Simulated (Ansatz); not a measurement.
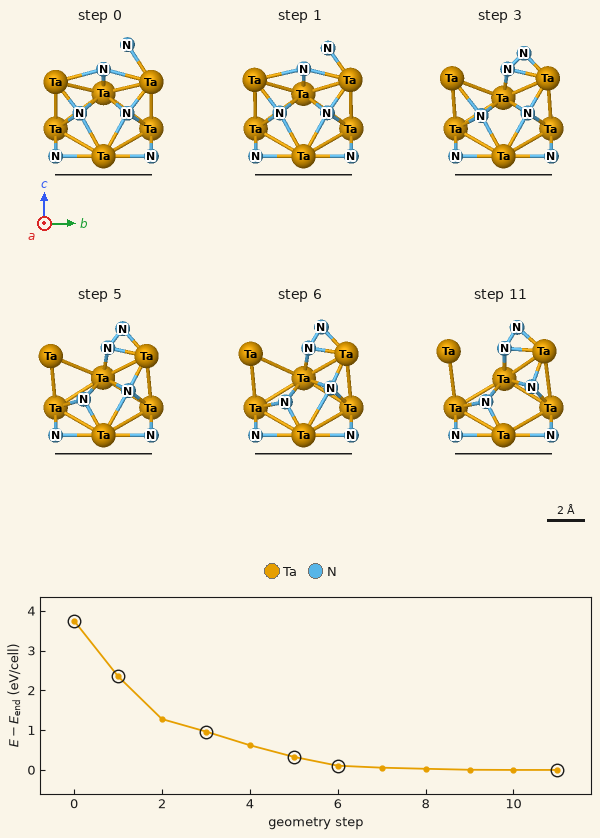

Frames of a constrained relaxation of a slab of composition Ta4N5 (cut from the P6/mmm phase), marked on the history of the run. Style: ball-and-stick. Shown: the 3 × 1 repeat of the cell, outlined in the plane, without the vacuum, along the a axis.

Case: N put at a bridge N-Ta site. The slab is the (1 0 0) face of TaN with N on it. 3 atoms are held fixed.

Computed with Ansatz 0.2.0, DFT PBEsol, scalar-relativistic, plane waves, PAW.

Input file:
```yaml
crystal:
  lattice:
    - [2.903587389, 0.0, 0.0]
    - [0.0, 5.2050894135, 0.0]
    - [0.0, 0.0, 23.507739661]
  atoms:
    - { symbol: Ta, position: [0.0, 0.5, 0.3615830413] }
    - { symbol: "N", position: [0.0, 0.0, 0.3615830413] }
    - { symbol: Ta, position: [0.5, 0.0, 0.4255015596] }
    - { symbol: "N", position: [0.0, 0.2521432926, 0.4609379267] }
    - { symbol: "N", position: [0.0, 0.7478567074, 0.4609379267] }
    - { symbol: Ta, position: [0.5, 0.5, 0.5076494528] }
    - { symbol: Ta, position: [0.0, 0.0, 0.5333424101] }
    - { symbol: "N", position: [0.0, 0.5, 0.5627604636] }
    - { symbol: "N", position: [1.0, 0.75, 0.6197629666] }
basis:
  ecutwfc: 420
kpoints:
  mp_grid: { grid: [10, 6, 1] }
hamiltonian:
  xc: pbesol
scf:
  occupations: { method: gaussian, width: 0.1 }
output:
  forces: true
  eigenvalues: true
  write_density: true
  write_potential: true
  elf: true
  volumetric_format: npy
relax:
  adjacent_minimum: "off"
  f_tol: 0.03
  max_steps: 70
  constraints: [{ sites: [0, 1, 2] }]
efield:
  axis: 3
  dipole_correction: true
  ramp_width: 0.04
```

Command:
```bash
ansatz run input.yaml --threads 2 --pin off --max-ram 5120MiB --backend cpu --events-out ev --progress --plain --runs-dir out
```

### What happens along the run?

The energy falls by 3.753 eV per cell of the calculation in 11 geometry steps. The largest force component goes from 4.4 to 0.027 eV/Å. The atom that moves furthest is Ta7 (0.65 Å at 36° to the normal (+c side)). Largest moves by element: Ta 0.65 Å, N 0.61 Å. The cell doesn't change. Some distances before and after: N4–Ta7 2.149 → 3.404 Å, Ta6–Ta7 3.041 → 3.678 Å, Ta1–N4 2.668 → 2.065 Å, N8–N9 1.868 → 1.332 Å. New bonds form, among them: N8–N9 (1.87 → 1.33 Å). Bonds break, among them: N4–Ta7 (2.15 → 3.40 Å). Among the angles between lasting bonds that change: Ta3–N5–Ta7 86.2° → 109.7°, Ta3–N4–Ta6 173.6° → 150.4°, Ta3–N5–Ta6 173.6° → 157.6°. From step 0 to 1: N9 moves most (0.19 Å), energy −1.397 eV per cell of the calculation. From step 1 to 3: N9 moves most (0.35 Å), energy −1.390 eV per cell of the calculation. From step 3 to 5: N4 moves most (0.29 Å), energy −0.636 eV per cell of the calculation. From step 5 to 6: N5 moves most (0.19 Å), energy −0.223 eV per cell of the calculation. From step 6 to 11: N9 moves most (0.24 Å), energy −0.107 eV per cell of the calculation.

```
step  E − E(0), meV/atom  largest force component, eV/Å
   0                0.00                         4.4440
   1             -155.23                         3.5925
   2             -274.85                         2.1422
   3             -309.68                         5.2118
   4             -347.91                         0.8195
   5             -380.37                         0.7016
   6             -405.09                         0.4630
   7             -410.63                         1.0707
   8             -413.73                         0.9838
   9             -416.46                         0.4088
  10             -416.95                         0.0381
  11             -416.96                         0.0270
```

Limits of the set-up: the cell has an odd number of electrons but was run without spin polarisation; the periodic images lie only 2.9 Å apart, so the values are limited by the cell's size.
